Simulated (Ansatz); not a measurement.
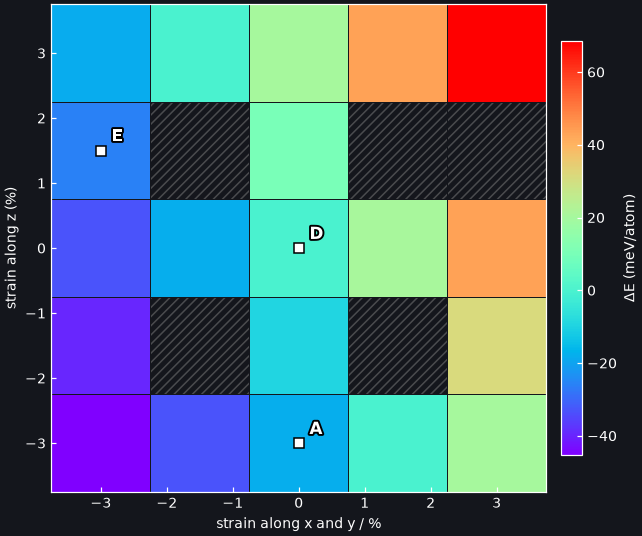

Sr (Im-3m, No. 229; 1 atom in the cell). 
- The cell is strained homogeneously, by one strain along x and y and another along z, with fractional coordinates fixed (x, y and z along the cube axes).
- First axis: strain along x and y. Second axis: strain along z.
- The grid has 5 × 5 points. At 5 points there is no value.
- Energies are in meV/atom, from the unstrained cell.
- The reference cell is the one listed in the database, not relaxed at this level.
- Theory: DFT LDA, scalar-relativistic, plane waves, PAW in Ansatz 0.2.0. Settings: cutoff 420 eV, k-mesh 14×14×14, gaussian smearing 0.15 eV, no spin polarisation.

The picture shows one coloured cell a grid point, hatched blanks where no value was computed, lettered points.

**Is D the lowest point of the computed grid?**

No. D lies 45 meV/atom above the lowest grid point, which is at strain along x and y = −3.0 %, strain along z = −3.0 %.

**Rank the lettered points by energy, lowest first.**

E (−26 meV/atom), A (−18 meV/atom), D (0 meV/atom).
